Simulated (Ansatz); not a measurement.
# BN (P6_3mc): refractive index against wavelength

The refractive index of BN (P6_3mc) along x below the direct gap (8.36 eV on the mesh) is read from one computed spectrum, n = √(Re ε). x, y and z are the Cartesian axes of the input cell.

Symmetry: P6_3mc, No. 186, hexagonal system. The conventional cell has a = 2.536 Å, b = 2.536 Å, c = 4.199 Å, α = 90.00°, β = 90.00°, γ = 120.00°. Around N on site b lie 4 B at 1.56 to 1.57 Å. Around B on site b lie 4 N at 1.56 to 1.57 Å.

Method: Ansatz 0.2.0, PBE, independent particles, k-mesh 15×15×8 with interpolation inside its cells, Gaussian parameter 0.15 eV.

Launch of the response step: `ansatz run input.yaml --threads 4 --pin off --max-ram 8192MiB --backend cpu --events-out ev --progress --plain --runs-dir out`. The run took 11 s, on 4 threads of Arm Neoverse V2 (shared host).

| wavelength (nm) | photon energy E (eV) | n |
| --- | --- | --- |
| 532 | 2.331 | 2.1863 |
| 450 | 2.755 | 2.1986 |
| 405 | 3.061 | 2.2091 |
| 365 | 3.397 | 2.2221 |
| 308 | 4.025 | 2.2514 |
| 266 | 4.661 | 2.2888 |
| 248 | 4.999 | ? |

In the single-oscillator model n² − 1 = E₀E_d/(E₀² − E²), so 1/(n² − 1) = E₀/E_d − E²/(E₀E_d) is linear in E².

Working, on the rows shown:

| x = E² (eV²) | y = 1/(n² − 1) |
| --- | --- |
| 5.43137 | 0.264557 |
| 7.59115 | 0.260835 |
| 9.37179 | 0.257724 |
| 11.5384 | 0.253954 |
| 16.2043 | 0.245773 |
| 21.7255 | 0.235927 |

Means: x̄ = 11.977, ȳ = 0.25313. Σ(x − x̄)(y − ȳ) = -0.3197, Σ(x − x̄)² = 182. Slope = -0.3197 / 182 = -0.001757; intercept = ȳ − slope · x̄ = 0.27417. Turned back into n, the line misses the rows shown by at most 0.00029.

Question: Fill in the last column of the withheld row.

Answer: At x = 24.994 the line gives y = 0.23026, that is 2.3115. The run gave 2.3124, so the extrapolation is off by 0.00091, 0.7 % of the range in the table.

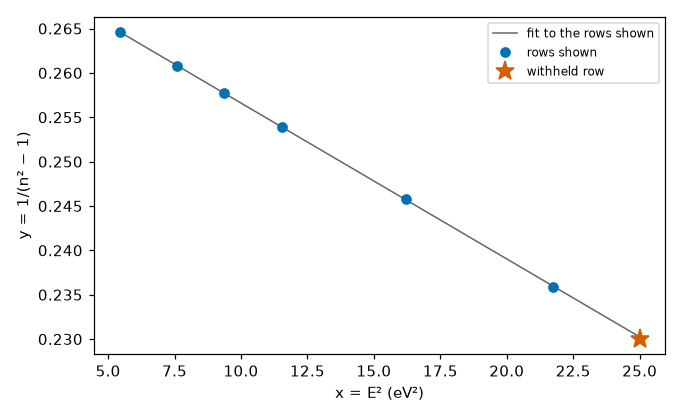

Refitted with all rows, the slope is -0.001765 and the intercept 0.27425. These give E₀ = √(intercept/−slope) = 12.47 eV and E_d = E₀/intercept = 45.5 eV; E₀ is 1.5 times the direct gap. The electronic limit at long wavelengths, without lattice vibrations, is n = √(1 + 1/intercept) = 2.156. The cell comes from an older database entry, whose edges can be off by a per cent or so. Excitons are left out and so are local fields; PBE gaps are as a rule too small.
